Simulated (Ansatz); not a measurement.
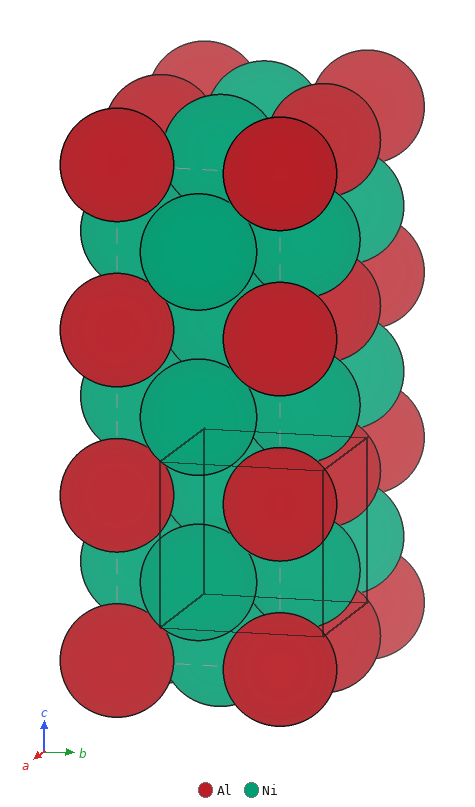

The figure gives a space-filling picture of the atoms, viewed slightly off an axis. The drawing covers 2×1×3 cells, and the solid lines enclose one conventional unit cell.

AlNi3, space group Pm-3m (No. 221), a = 3.55 Å, b = 3.55 Å, c = 3.55 Å, α = 90.00°, β = 90.00°, γ = 90.00°.

All computed values are from DFT PBEsol, scalar-relativistic, plane waves, PAW (Ansatz 0.2.0). Settings: plane waves up to 420 eV, k-grid 14×14×14, Gaussian smearing of 0.1 eV, collinear spins. The state is ferromagnetic, in a cell of 4 atoms.

> Predict the gap.

A metal: bands cross the Fermi level.

> How far is the cell from zero pressure?

The computed pressure is -5.7 GPa (stretched: it would shrink).

The structure was taken from a structure listed in the Materials Project. The cell was then strained or its atoms displaced on purpose. It went into a calculation with Ansatz.

At this level of theory the cell isn't at rest (stretched, at -6 GPa), so its distances can differ from those at equilibrium, the more so the softer the solid, and its magnetic state may change on relaxation.
